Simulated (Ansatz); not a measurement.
Read the following structure.

```
CELL_PARAMETERS angstrom
3.25124 0.00000 0.00000
0.00000 4.82719 0.00000
-2.81854 0.00000 4.80776
ATOMIC_POSITIONS crystal
Sn 0.00000 0.50000 0.50000
Sn 0.00000 0.00000 0.00000
O 0.31126 0.18807 0.80046
O 0.68874 0.81193 0.19954
O 0.68874 0.68807 0.69954
O 0.31126 0.31193 0.30046
```

Characterise the structure given above.

This is SnO$_{2}$. It belongs to space group P2_1/c (No. 14) and has a primitive monoclinic lattice. Atoms per cell: 6 (2 Sn, 4 O). Each Sn has six O in a distorted octahedral arrangement at 2.06 to 2.13 Å. O bonds to three Sn at 2.06 to 2.13 Å. The bonds build a three-dimensional framework.

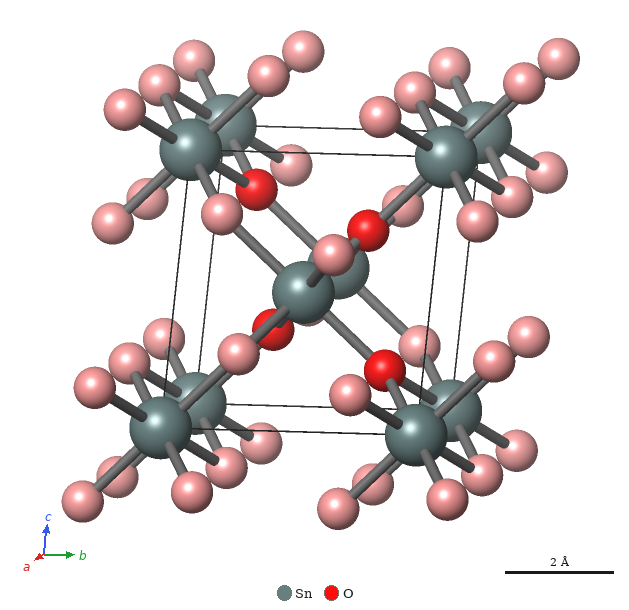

Crystal structure, ball-and-stick style, seen slightly off an axis. The lines enclose the conventional unit cell; boundary atoms appear with their images. Neighbours across the faces are drawn wherever a bond reaches them, in fainter colours. Colours: tin teal, oxygen red.

Starting structure: a structure listed in the Materials Project. The cell was then strained or its atoms displaced on purpose. It went into a calculation with Ansatz.
